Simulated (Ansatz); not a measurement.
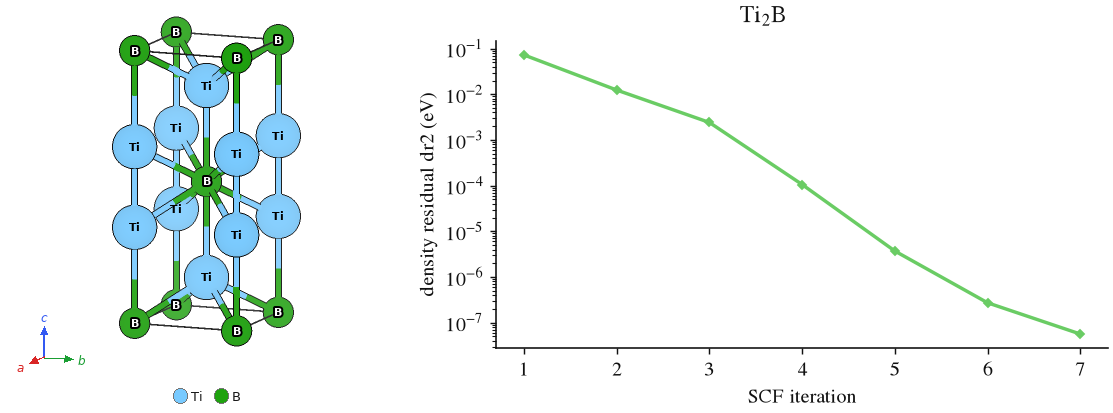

Beside the plot: the structure in its conventional cell.

The plot shows the SCF iterations of a calculation: density residual dr2. The starting density is a sum of atomic densities corrected by a trained network.

Ti$_{2}$B (3 atoms in the cell), run with Ansatz.

```
crystal:
  lattice:
    - [-1.5464697095, 1.5464697095, 3.8909735605]
    - [1.5464697095, -1.5464697095, 3.8909735605]
    - [1.5464697095, 1.5464697095, -3.8909735605]
  atoms:
    - { symbol: Ti, position: [0.6479904539, 0.6479904539, 0.0] }
    - { symbol: Ti, position: [0.3520095461, 0.3520095461, 0.0] }
    - { symbol: B, position: [0.0, 0.0, 0.0] }
basis:
  ecutwfc: "500 eV"
kpoints:
  mp_grid: { grid: [20, 20, 20] }
hamiltonian:
  xc: lda
scf:
  occupations: { method: gaussian, width: 0.1 }
  algorithm: direct_min
output:
  forces: true
  eigenvalues: true
  stress: true
```

Launched with:
```bash
ansatz run input.yaml --threads 1 --pin off --max-ram 2560MiB --backend cpu --events-out ev --progress --plain --runs-dir out
```

Q: How did this run end?

A: It did not finish: the time limit cut it off after 7 iterations. The residual is still falling at the last step (down to 6 × 10⁻⁸).

Q: Read the residual at the first and at the last step drawn.

A: It starts near 0.07 and ends near 6 × 10⁻⁸ eV.
